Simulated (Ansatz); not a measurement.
```
Ga
1.0
     2.76614    0.00000    0.00000
     0.00000    7.97480    0.00000
     0.00000    0.00000    3.38920
Ga
4
Cartesian
  0.0000 1.0691 0.8473
  1.3831 5.0565 0.8473
  0.0000 6.9057 2.5419
  1.3831 2.9183 2.5419
```

Space group Cmcm; changed on purpose from its base cell (volume × 1.03, shape and atoms relaxed).

Theory: DFT r2SCAN, scalar-relativistic, plane waves, PAW (Ansatz).

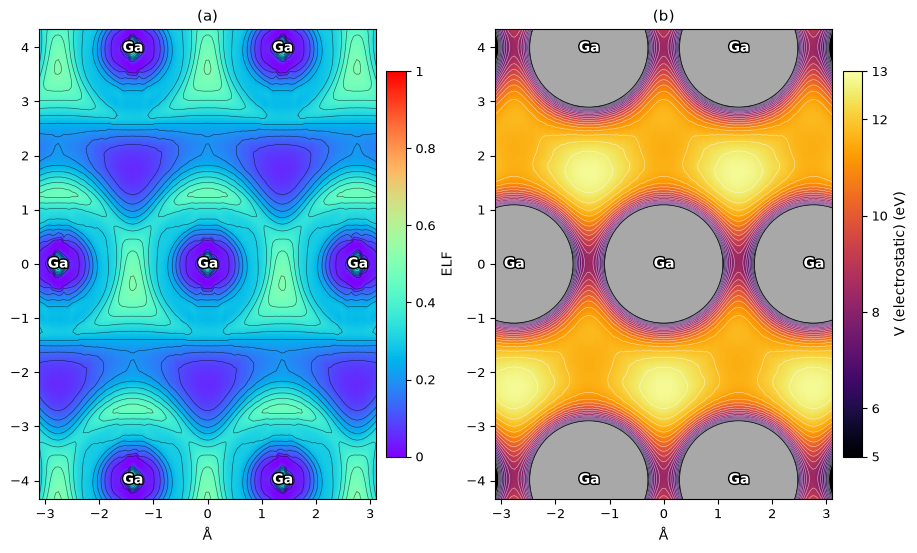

Ga. (a) electron localisation function; (b) electrostatic potential (local pseudopotential plus Hartree) felt by an electron on the (001) plane of the conventional cell. Grey discs cover the atomic cores in the potential map.

Core electrons are frozen (PAW), and the valence fields are smoothed inside the atomic spheres.

**What do the fields say about this system?**

Atoms in the plane: Ga. The features right at Ga lie inside the PAW spheres, where the map follows smoothed inner orbitals and isn't to be read closely. Outside the cores the potential energy rises away from the atoms and is highest about 2.2 Å from the nearest atoms; its zero is arbitrary.
